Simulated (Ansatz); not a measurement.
System: SnO2.

Input

```
crystal:
  lattice:
    - [4.7212714761, 0.0, 0.0]
    - [0.0, 4.7242464798, 0.0]
    - [0.0, 0.0, 3.1900193999]
  atoms:
    - { symbol: Sn, position: [0.500402301, 0.5005375645, 0.5] }
    - { symbol: Sn, position: [0.0002344919, 0.000428476, 0.0] }
    - { symbol: O, position: [0.3016710465, 0.3029881869, 0.0] }
    - { symbol: O, position: [0.8071004401, 0.1934278808, 0.5] }
    - { symbol: O, position: [0.1959665031, 0.8065721192, 0.5] }
    - { symbol: O, position: [0.6905371095, 0.6898439485, 0.0] }
basis:
  ecutwfc: 420
kpoints:
  mp_grid: { grid: [6, 6, 8] }
hamiltonian:
  xc: lda
scf:
  occupations: { method: gaussian, width: 0.05 }
output:
  forces: true
  stress: true
  eigenvalues: true
  write_density: true
  write_potential: true
  elf: true
  volumetric_format: npy
```

Launched as:

```sh
ansatz run input.yaml --threads 2 --pin off --max-ram 5120MiB --backend cpu --events-out ev --progress --plain --runs-dir out
```

Below, planes, directions and counts refer to the standardised cell (a = 3.19 Å, b = 6.68 Å, c = 6.68 Å, α = 90.04°, β = 90.00°, γ = 90.00°).

Space group Pm; a structure from a database of computed crystals, not necessarily the ambient phase; not relaxed (largest force 0.5 eV/Å).

Theory: Ansatz 0.2.0, DFT LDA, scalar-relativistic, plane waves, PAW.

> What can the converged valence pseudo-density and electron localisation function tell about the bonding?

Sn–O (2.04 Å): ρ is about 0.7 e/Å³ halfway; the ELF peaks at about 0.80 in the valence shell of O, 0.6 Å from its nucleus, and is about 0.25 at the midpoint: no shared electron pair shows on this line.
Sn–O (2.05 Å): ρ is about 0.68 e/Å³ halfway; the ELF peaks at about 0.80 in the valence shell of O, 0.6 Å from its nucleus, and is about 0.25 at the midpoint (no shared electron pair shows on this line).

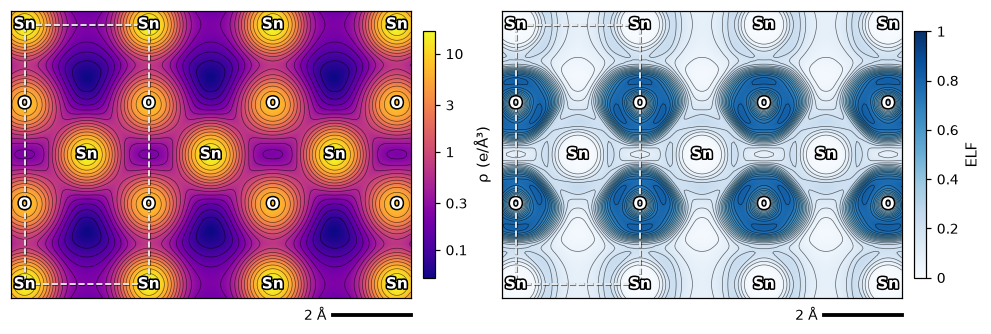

Computed valence pseudo-density and electron localisation function on the (001) plane of the standardised cell, in this order. 

Core electrons are frozen (PAW), and the valence fields are smoothed inside the atomic spheres.
